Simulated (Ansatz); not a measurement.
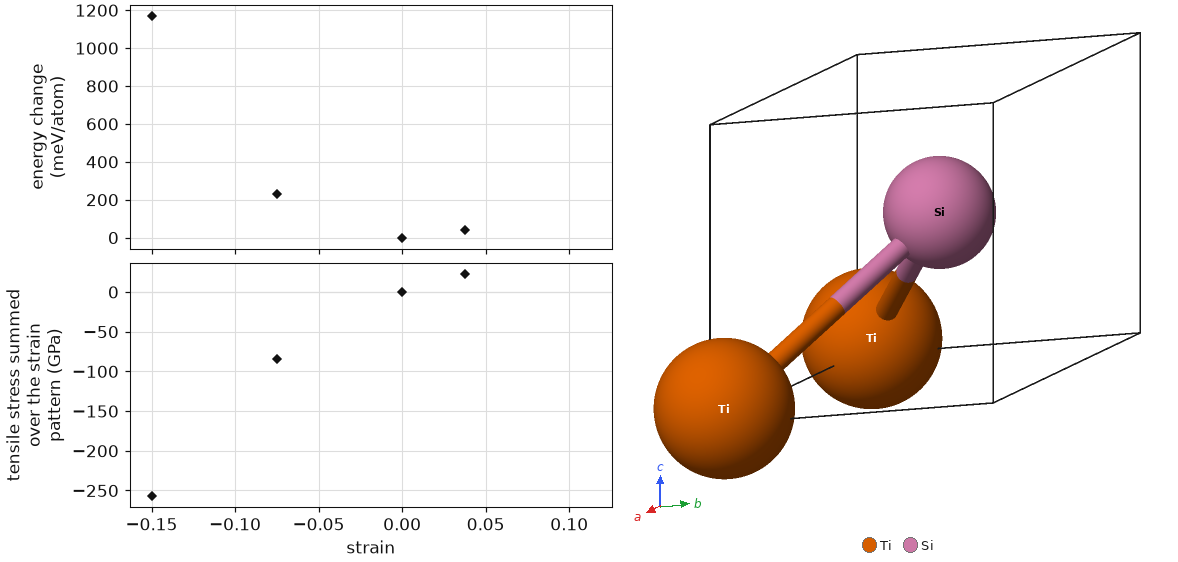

The picture above shows the energy change and tensile stress summed over the strain pattern against strain for TiSi, space group Cmmm (No. 65). The cell is drawn beside the plot.

Starting cell:
```xyz
2
Lattice="3.7932 0.0000 0.0000 0.0000 1.8028 2.0660 0.0000 -1.8028 2.0660" Properties=species:S:1:pos:R:3 pbc="T T T"
Ti    0.0000    0.0000    0.2096
Si    1.8966    0.0000    2.2758
```

Computed with Ansatz 0.2.0: homogeneous strain of a crystal along one Voigt pattern with engineering shear, fractional coordinates fixed, by plane-wave density functional theory with PAW datasets, free energies less that of the undisturbed cell; scalar-relativistic. Level: PBEsol, no spin polarisation.

- wave cutoff: 420 eV
- k mesh: 16×22×22
- occupations: Gaussian
- smearing width: 0.15 eV
- k shift: (0, 0, 0) (mesh steps)
- start: relaxed
- strain pattern: (1, 1, 0, 0, 0, 0) (xx yy zz yz xz xy with engineering shear)

The point at strain 0.1125 is left out of the plot. What does the calculation give there?

| strain | energy change (meV/atom) | tensile stress summed over the strain pattern (GPa) |
| --- | --- | --- |
| 0.1125 | 292 | 44 |
